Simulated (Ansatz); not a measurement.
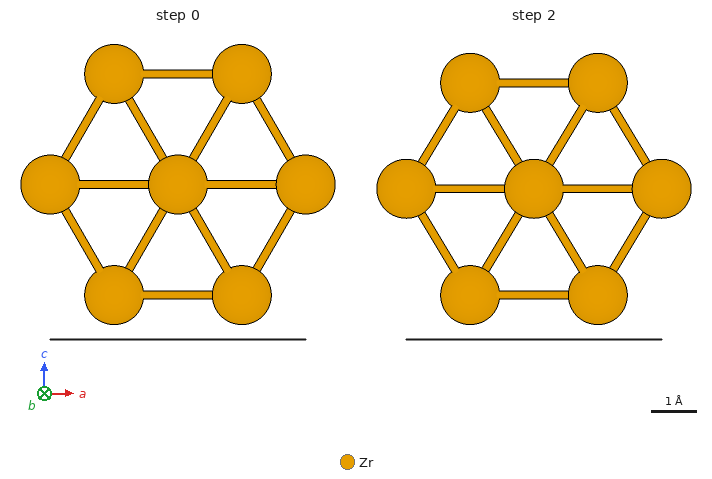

The structure of a slab of composition Zr (cut from the Im-3m phase) before (left) and after (right) a constrained relaxation, at one scale.

A ball-and-stick model of the 2 × 3 repeat of the cell, outlined in the plane, without the vacuum, seen along the b axis.

Case: clean slab, lower half held. The slab is the (1 1 0) face of Zr. 1 atoms are held fixed.

Theory: Ansatz 0.2.0, DFT PBEsol, scalar-relativistic, plane waves, PAW. Set-up: plane-wave cutoff 420 eV; k-point mesh 10 × 10 × 1; occupations gaussian; smearing width 0.1 eV; no spin polarisation; dipole correction; atoms relaxed in a fixed cell; force threshold 0.03 eV/Å; at most 70 steps.

> Summarise the run.

After 2 geometry steps the energy has fallen by 38.1 meV per cell of the calculation. The largest force component goes from 0.36 to 0.025 eV/Å. The atom that moves furthest is a Zr atom (0.20 Å along the normal (−c)). The cell doesn't change. Near-neighbour distances that change, for instance: Zr–Zr 3.049 → 2.964 Å, Zr–Zr 3.521 → 3.454 Å. Bond angles that change, for instance: Zr–Zr–Zr 70.5° → 72.7°. The run took of the order of 30 core-seconds on a shared host.
